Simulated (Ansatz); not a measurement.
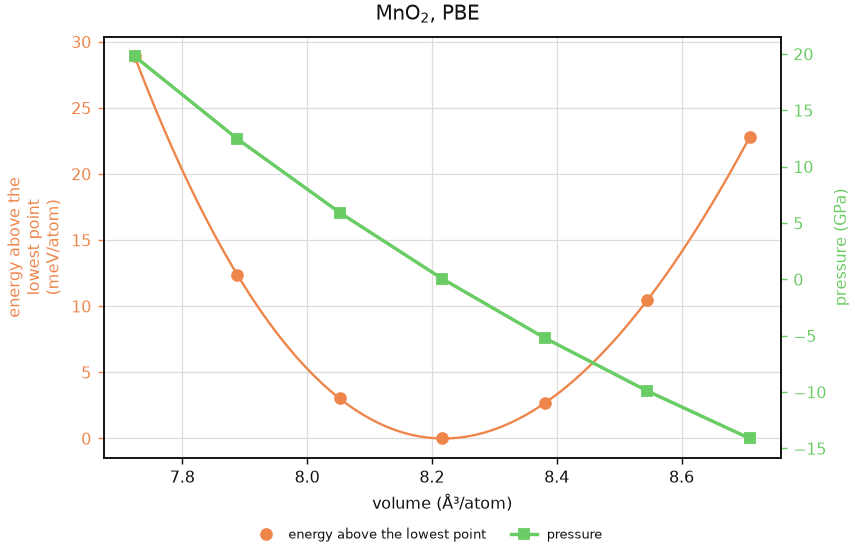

The plot gives the computed energy above the lowest point and pressure against volume for MnO₂, space group Fm-3m (No. 225) (one of a set of cubic test structures, which need not be the stable phase).

Method: equation of state of a cubic crystal from periodic Kohn-Sham density functional theory without spin, third-order Birch-Murnaghan fit to the free energies; pressure corrected for the finite basis (Ansatz 0.2.0 development build). Level: PBE.

| setting | value |
| --- | --- |
| structure type | fluorite |
| atoms in cell | 3 |
| space group number | 225 |
| lattice centring | face-centred primitive |
| k mesh | 14×14×14 |
| occupation method | Fermi–Dirac |
| occupation width | 0.06123 eV |
| wave cutoff | 420 eV |
| datasets | soft-1 PAW |
| density tolerance | 1e−07 eV |
| bands | 18 |
| density cutoff ratio | 4 |
| search for lower states | default |

### Give the fitted equation-of-state parameters.

A third-order Birch–Murnaghan fit gives V0 = 8.22 Å³/atom, B0 = 277 GPa and B′ = 4.5.

### What does the pressure do across the range?

It falls from 19.8 GPa at volume 7.7235 Å³/atom to −14.1 GPa at 8.7095 Å³/atom, and changes sign near 8.22 Å³/atom.

Limits of the calculation: cubic model structure, not the ambient form; modest k-mesh, values are not fully converged in k; no spin polarisation, a magnetic state may lie lower.
